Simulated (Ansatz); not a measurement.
Given this structure:

```
CELL_PARAMETERS angstrom
4.55503 0.00000 0.00000
0.00000 4.87829 0.01145
0.00000 0.01145 4.66294
ATOMIC_POSITIONS crystal
Mg 0.00000 0.00000 0.00000
Mg 0.50000 0.50000 0.00000
Mg 0.50000 0.00000 0.50000
Mg 0.00000 0.50000 0.50000
```

Q: What would you see if this were drawn?

A: The element is magnesium. Strictly the space group is C2/m (No. 12, within 0.01 Å). It is a distorted form of a face-centred cubic structure, space group Fm-3m (No. 225) within 0.45 Å: face-centred cubic (Cu type). The cell holds four atoms.

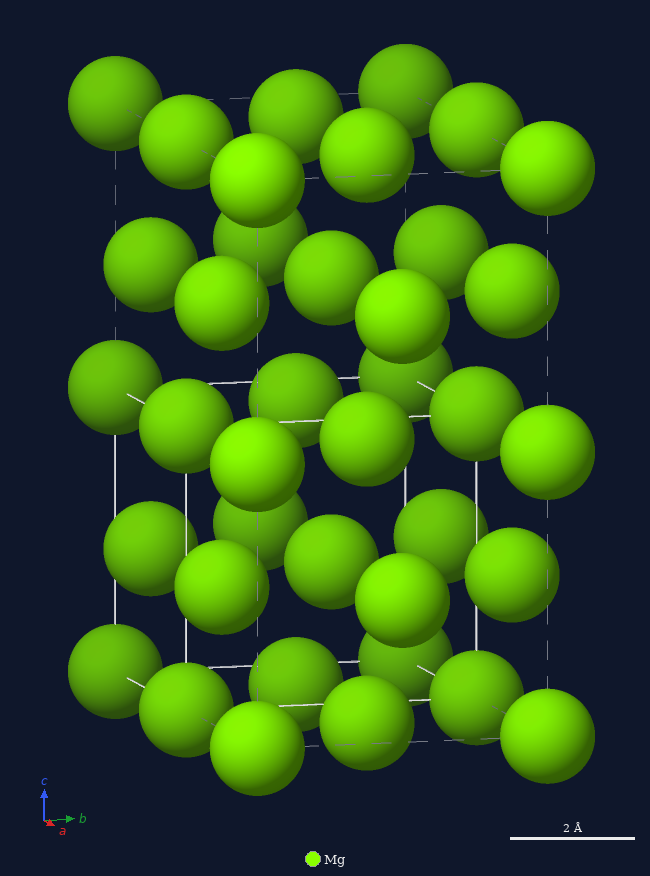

An orthographic spheres-only view of the structure, slightly off an axis. The solid box is one drawn cell (a repeat of the simulation cell), and 2×1×2 cells are shown.

The model was built from a structure listed in the Materials Project. The cell was then strained or its atoms displaced on purpose. It was run through Ansatz as a DFT input.
